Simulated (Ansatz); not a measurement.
Read the following structure.

```
CELL_PARAMETERS angstrom
5.44679 0.00000 0.00000
0.00000 5.44679 0.00000
0.00000 0.00000 5.44679
ATOMIC_POSITIONS crystal
Si 0.75000 0.75000 0.25000
Si 0.25000 0.75000 0.25000
Ni 0.00000 0.00000 0.00000
Si 0.75000 0.25000 0.75000
Si 0.25000 0.25000 0.75000
Ni 0.00000 0.50000 0.50000
Si 0.25000 0.75000 0.75000
Si 0.75000 0.75000 0.75000
Ni 0.50000 0.00000 0.50000
Si 0.25000 0.25000 0.25000
Si 0.75000 0.25000 0.25000
Ni 0.50000 0.50000 0.00000
```

What crystal do these data define?

The formula is Si2Ni. It belongs to space group Fm-3m (No. 225) and has a face-centred cubic lattice. It belongs to the family called fluorite (CaF₂ type). Counting shared atoms by their share gives 8 Si, 4 Ni, or 12 atoms. About every Si there are four Ni in a tetrahedral arrangement at 2.36 Å. The neighbours of Ni are eight Si in a cubic arrangement at 2.36 Å. The bonds build a three-dimensional framework.

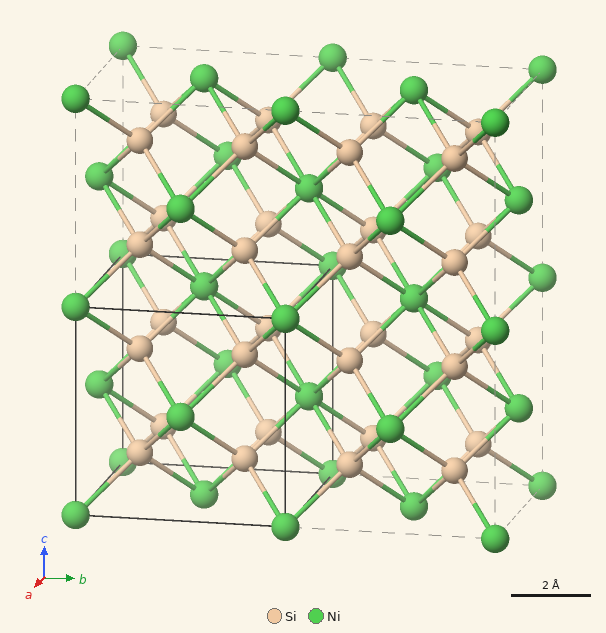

Crystal structure, ball-and-stick style, seen slightly off an axis. The structure is repeated 1×2×2 times; solid lines mark one conventional unit cell. Colours: silicon light orange, nickel green.

The initial geometry was a structure listed in the Materials Project. Earlier steps of the study may have refined or changed the cell and positions. It was the input of a calculation with Ansatz.
